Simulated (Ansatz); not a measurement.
## Electronic structure of Ti8O13 in real space

Ti8O13, 63 atoms, a = 7.73 Å, b = 7.73 Å, c = 13.97 Å, α = 90.00°, β = 90.00°, γ = 120.00°.

Space group R-3; a structure from a database of computed crystals, not necessarily the ambient phase; computed without spin polarisation.

The calculation used DFT r2SCAN, scalar-relativistic, plane waves, PAW (Ansatz 0.2.0).

Core electrons are frozen (PAW), and the valence fields are smoothed inside the atomic spheres.

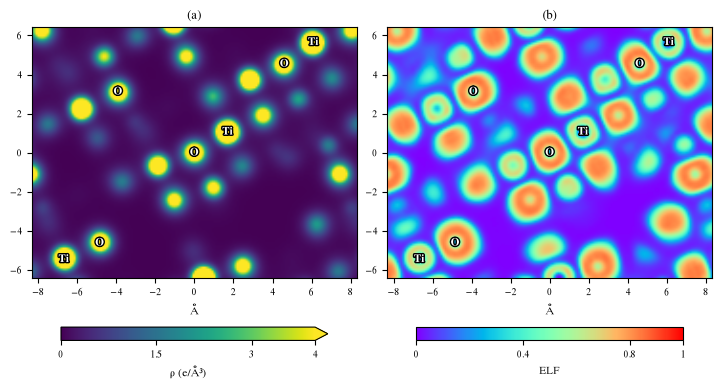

Figure 1. (a) valence pseudo-density; (b) electron localisation function on the (111) plane of the conventional cell.

What does the map show?

The plane passes through Ti and O nuclei.
Atoms just off the plane (Ti, 0.3 Å away and O, 0.3 Å away) can leave unmarked features too.
Ti–O (1.86 Å): the density is about 0.9 e/Å³ at the midpoint; the ELF peaks at about 0.80 in the valence shell of O, 0.6 Å from its nucleus, and is about 0.25 at the midpoint (no localised pair shows between them).
Ti–O (2.01 Å): the density is about 0.58 e/Å³ at the midpoint; the ELF peaks at about 0.85 in the valence shell of O, 0.6 Å from its nucleus, and is about 0.15 at the midpoint: no shared electron pair shows on this line.
Ti–O (2.04 Å): the density is about 0.57 e/Å³ at the midpoint; the ELF peaks at about 0.80 in the valence shell of O, 0.6 Å from its nucleus, and is about 0.15 at the midpoint: no localised pair shows between them.
The density dies away to nearly zero in the voids.
The features right at Ti lie inside the PAW spheres, where the map follows smoothed inner orbitals and isn't to be read closely.

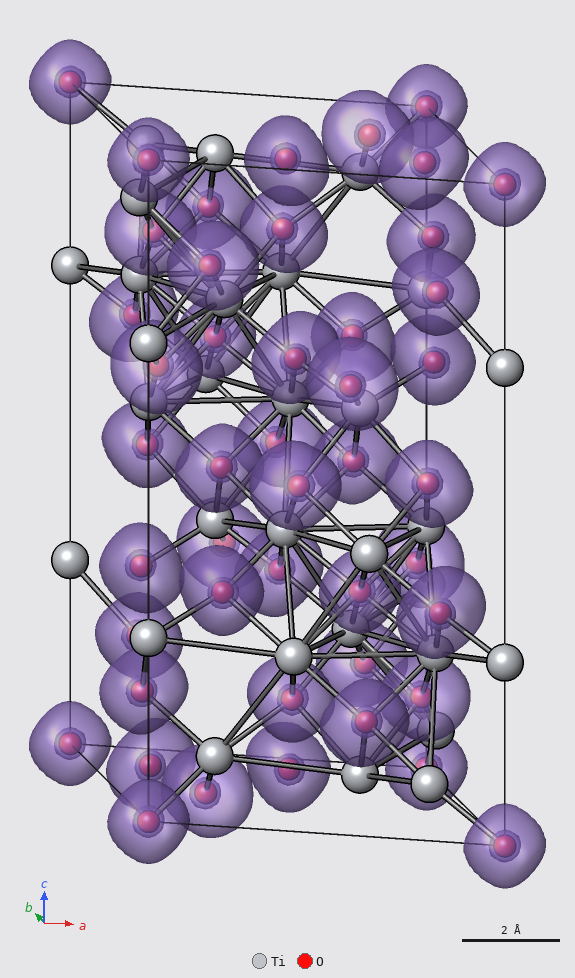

Figure 2. Isosurface of the electron localisation function at 0.65 (purple), seen slightly off an axis. Core shells and regions of very low density are left out. Sticks mark near contacts.

What do the ELF domains correspond to?

The ELF exceeds this value in 39 regions wrapped around O (the valence shell of each), counted in one cell of 63 atoms. Any copies at cell faces, edges or corners count once. Profiles from the grid: Ti–Ti (2.87 Å): the ELF is about 0.15 at the midpoint; no shared electron pair shows on this line.
